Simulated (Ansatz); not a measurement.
A series of calculations on HfN

### Relaxation

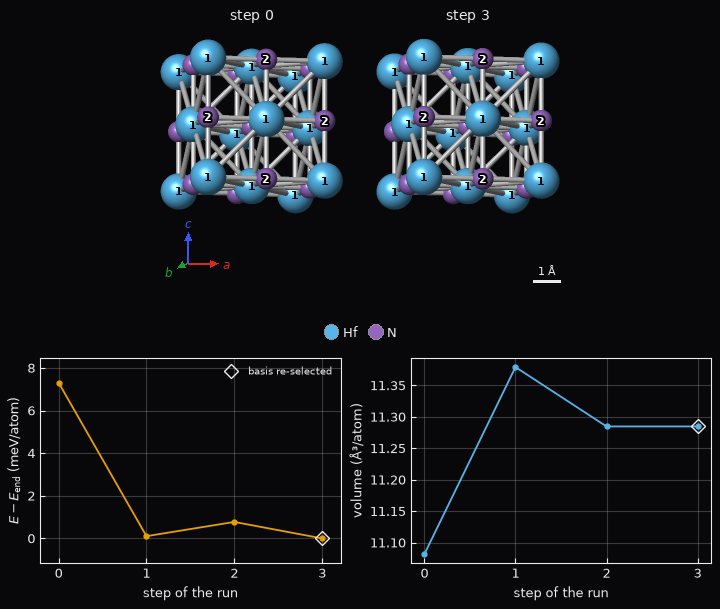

First and last geometry of a relaxation of solid HfN (set up in Fm-3m), with the history of the run. The picture is a ball-and-stick view of the conventional cell (4 times the calculation's cell), seen from a free direction. Lengths and directions refer to the drawn axes.

Case: relaxed at 3 GPa.

These are results of DFT PBEsol, scalar-relativistic, plane waves, PAW (Ansatz), not measurements.

The input:
```yaml
crystal:
  lattice:
    - [0.0, 2.22949231, 2.22949231]
    - [2.22949231, 0.0, 2.22949231]
    - [2.22949231, 2.22949231, 0.0]
  atoms:
    - { symbol: Hf, position: [0.0, 0.0, 0.0] }
    - { symbol: "N", position: [0.5, 0.5, 0.5] }
basis:
  ecutwfc: 420
kpoints:
  mp_grid: { grid: [16, 16, 16] }
hamiltonian:
  xc: pbesol
scf:
  occupations: { method: gaussian, width: 0.1 }
output:
  forces: true
  stress: true
  eigenvalues: true
relax:
  adjacent_minimum: "off"
  f_tol: 0.008
  max_steps: 50
  cell: { stress_tol: 0.08, p_target: 3.0 }
```

Run as
```bash
ansatz run input.yaml --threads 1 --pin off --max-ram 2560MiB --backend cpu --events-out ev --progress --plain --runs-dir out
```

Question: Did the run converge, and what did it change?

Answer: It converged. The atoms keep their places relative to the cell (all moves are under 0.005 Å). The drawn cell changes as follows: a = b = c 4.459 → 4.486 Å (+0.6 %); the volume changes by +1.8 %. Some distances before and after: Hf1–Hf1 3.153 → 3.172 Å, Hf1–N2 2.229 → 2.243 Å. The space group stays Fm-3m (No. 225). After 2 accepted moves (3 points after the start) the energy has fallen by 7.3 meV per atom. With the target pressure of 3 GPa, the enthalpy E + pV changes by −3.5 meV per atom. All forces vanish by symmetry, so only the cell relaxes. The pressure goes from 8.60 to 3.01 GPa. The SCF was repeated once at an unchanged geometry on a basis and grid sized afresh for the cell, which shifted the energy by 0.8 meV per atom at most.

```json
{"step": "0", "E − E(0), meV/atom": "0.00", "pressure, GPa": "8.60", "volume, Å³/atom": "11.082", "note": ""}
{"step": "1", "E − E(0), meV/atom": "-7.20", "pressure, GPa": "0.46", "volume, Å³/atom": "11.379", "note": ""}
{"step": "2", "E − E(0), meV/atom": "-6.53", "pressure, GPa": "2.93", "volume, Å³/atom": "11.285", "note": ""}
{"step": "3", "E − E(0), meV/atom": "-7.31", "pressure, GPa": "3.01", "volume, Å³/atom": "11.285", "note": "same geometry, new basis"}
```

### Relaxation

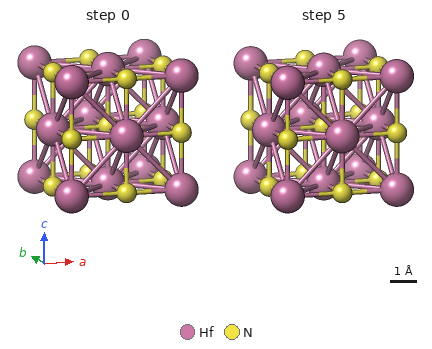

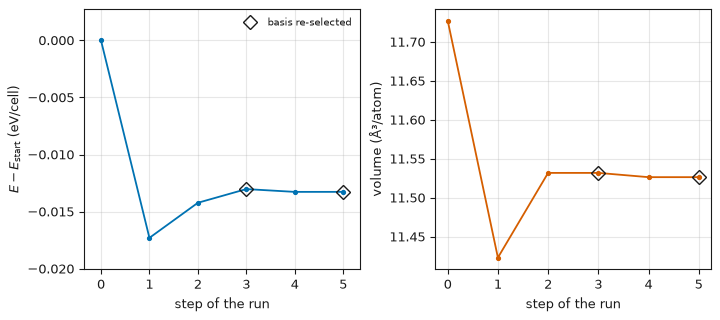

First and last geometry of a relaxation of crystalline HfN (set up in Fm-3m), with the history of the run. Style: ball-and-stick. Shown: the conventional cell (4 times the calculation's cell), slightly off an axis. Lengths and directions refer to the drawn axes.

Case: relaxed at -3 GPa.

Level of theory: DFT PBEsol, scalar-relativistic, plane waves, PAW in Ansatz 0.2.0.

Input
```yaml
crystal:
  lattice:
    - [0.0, 2.2719572208, 2.2719572208]
    - [2.2719572208, 0.0, 2.2719572208]
    - [2.2719572208, 2.2719572208, 0.0]
  atoms:
    - { symbol: Hf, position: [0.0, 0.0, 0.0] }
    - { symbol: "N", position: [0.5, 0.5, 0.5] }
basis:
  ecutwfc: 420
kpoints:
  mp_grid: { grid: [16, 16, 16] }
hamiltonian:
  xc: pbesol
scf:
  occupations: { method: gaussian, width: 0.1 }
output:
  forces: true
  stress: true
  eigenvalues: true
relax:
  adjacent_minimum: "off"
  f_tol: 0.008
  max_steps: 50
  cell: { stress_tol: 0.08, p_target: -3.0 }
```

Run as
```bash
ansatz run input.yaml --threads 1 --pin off --max-ram 2560MiB --backend cpu --events-out ev --progress --plain --runs-dir out
```

Question: What do the curves and the structures tell?

Answer: It converged. The energy falls by 13.3 meV per cell of the calculation in 3 accepted moves (5 points after the start). With the target pressure of -3 GPa, the enthalpy E + pV changes by −5.7 meV per cell of the calculation. All forces vanish by symmetry, so only the cell relaxes. The pressure goes from −7.52 to −3.00 GPa. At 2 points the geometry stayed and the basis and grid were re-selected for the new cell (energy shift of 1.2 meV per cell of the calculation at most each time). The atoms keep their places relative to the cell (all moves are under 0.005 Å). The drawn cell changes as follows: a = b = c 4.544 → 4.518 Å (−0.6 %); the volume changes by −1.7 %. Some distances before and after: Hf1–Hf1 3.213 → 3.195 Å, Hf1–N2 2.272 → 2.259 Å. The space group stays Fm-3m (No. 225). The run took 42 s on 1 thread of Arm Neoverse N1, on a shared host, peak memory 0.36 GiB.

```
step  E − E(0), meV/atom  pressure, GPa  volume, Å³/atom                      note
   0                0.00          -7.52           11.727                          
   1               -8.65          -0.42           11.423                          
   2               -7.11          -3.07           11.532                          
   3               -6.51          -3.13           11.532  same geometry, new basis
   4               -6.63          -3.00           11.526                          
   5               -6.63          -3.00           11.526  same geometry, new basis
```

### Series

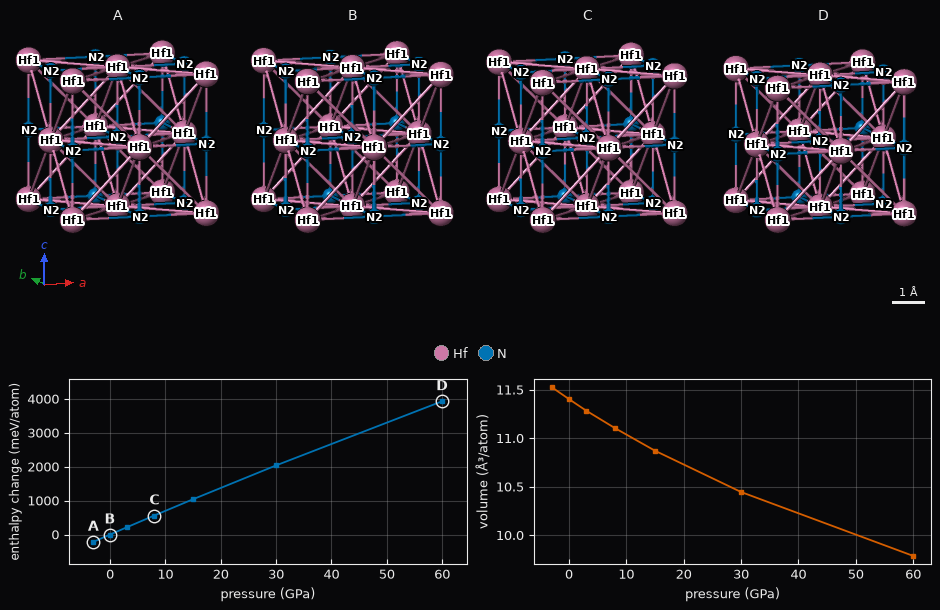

Members of a series of calculations on solid HfN (set up in Fm-3m), marked on the first curve. A ball-and-stick model of the conventional cell (4 times the calculation's cell), seen slightly off an axis. Lengths and directions refer to the drawn axes.

Method: DFT PBEsol, scalar-relativistic, plane waves, PAW (Ansatz 0.2.0). Set-up: plane-wave cutoff 420 eV; k-point mesh 16 × 16 × 16; occupations gaussian; smearing width 0.1 eV; no spin polarisation.

> How does the crystal respond to pressure?

The structure is relaxed at several pressures. A (pressure −3.0 GPa): enthalpy change −215 meV/atom, volume 11.53 Å³ per atom. B (pressure 0.0 GPa): enthalpy change 0.0 meV/atom, volume 11.40 Å³ per atom. C (pressure 8.0 GPa): enthalpy change 562 meV/atom, volume 11.11 Å³ per atom. D (pressure 60.0 GPa): enthalpy change 3930 meV/atom, volume 9.79 Å³ per atom. The rest compares A with D. The drawn cell changes as follows: a = b = c 4.518 → 4.278 Å (−5.3 %); the volume changes by −15.1 %. Near-neighbour distances before and after: Hf–Hf 3.195 → 3.025 Å, Hf–N 2.259 → 2.139 Å.
